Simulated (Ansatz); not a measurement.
**SiO₂: density, localisation and related maps**

Input file:

```
crystal:
  lattice:
    - [-0.069537741, 2.2172730679, 2.2172730679]
    - [2.2172730679, -0.069537741, 2.2172730679]
    - [2.2172730679, 2.2172730679, -0.069537741]
  atoms:
    - { symbol: Si, position: [0.0, 0.0, 0.0] }
    - { symbol: O, position: [0.2493069066, 0.2493069066, 0.2493069066] }
    - { symbol: O, position: [0.7506930934, 0.7506930934, 0.7506930934] }
kpoints:
  mp_grid: { grid: [10, 10, 10] }
  band_path:
    path:
      - [0.0, 0.0, 0.0]
      - [0.5, 0.0, 0.5]
      - [0.625, 0.25, 0.625]
      - [0.375, 0.375, 0.75]
      - [0.5, 0.5, 0.5]
      - [0.5, 0.25, 0.75]
      - [0.0, 0.5, 0.5]
    npoints: 1
hamiltonian:
  xc: r2scan
scf:
  occupations: { method: fixed }
  n_extra_bands: 4
output:
  forces: true
  stress: true
  eigenvalues: true
  write_density: true
  write_potential: true
  elf: true
  volumetric_format: npy
```

Run with:

```sh
ansatz run input.yaml --threads 2 --pin off --max-ram 2211MiB --backend cpu --events-out ev --progress --plain --runs-dir out
```

Below, planes, directions and counts refer to the conventional cell (a = 3.23 Å, b = 3.23 Å, c = 7.56 Å, α = 90.00°, β = 90.00°, γ = 120.00°).

Space group R-3m; started from the fluorite prototype, which need not be the ambient phase; changed on purpose from its base cell (epitaxial 111 strain +1.0%); computed pressure about 6 GPa in this cell.

These are results of DFT, r2SCAN, plane waves, PAW (Ansatz), not measurements.

Core electrons are frozen (PAW), and the valence fields are smoothed inside the atomic spheres.

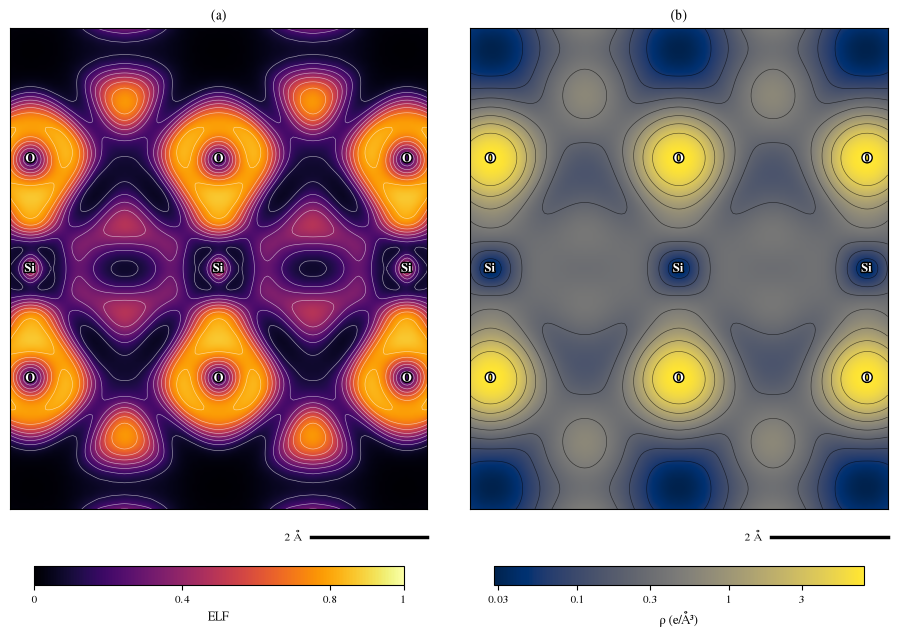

Figure 1. (a) electron localisation function; (b) valence charge density (pseudo) on the (010) plane of the conventional cell.

### What does the map show?

Atoms in the plane: Si and O. Atoms just off the plane (Si, 0.9 Å away and O, 0.9 Å away) can leave unmarked features too. Si–O (1.88 Å): ρ is about 0.77 e/Å³ halfway; the ELF peaks at about 0.85 between the atoms. Between the atoms the lowest density in this plane is 0.03 e/Å³.

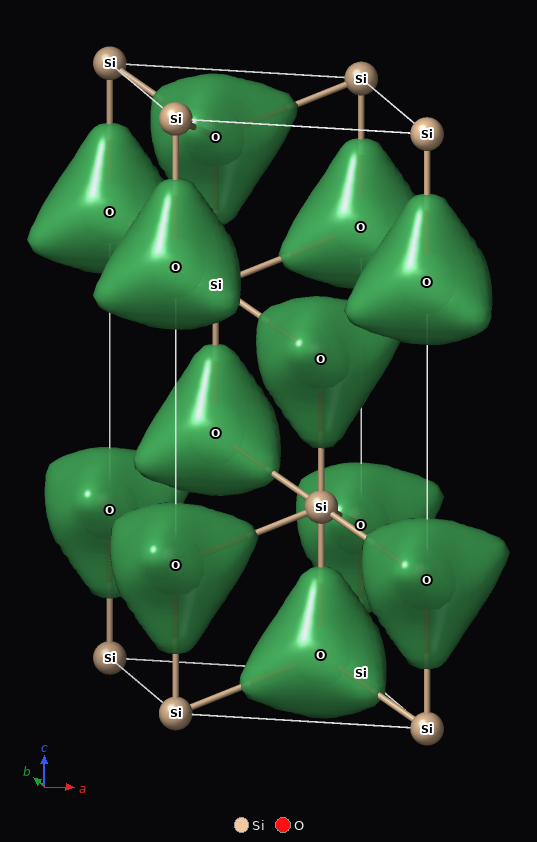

Figure 2. Isosurface of the ELF at 0.7 (green), seen slightly off an axis. Only the valence region is drawn (cores and ρ < 0.01 e/Å³ removed). Sticks mark near contacts.

### What do the ELF domains correspond to?

The ELF exceeds this value in six regions on O in which the atom's valence shell and bonds are merged, counted in one cell of 9 atoms. Any copies at cell faces, edges or corners count once. Profiles from the grid: Si–O (1.97 Å): the ELF peaks at about 0.85 between the atoms.

### Does the calculation make it a metal, or give it a gap?

It is gapped, with a Kohn–Sham gap of 2.8 eV on the k-point mesh (the band edges may lie off the mesh, which would make the gap smaller).
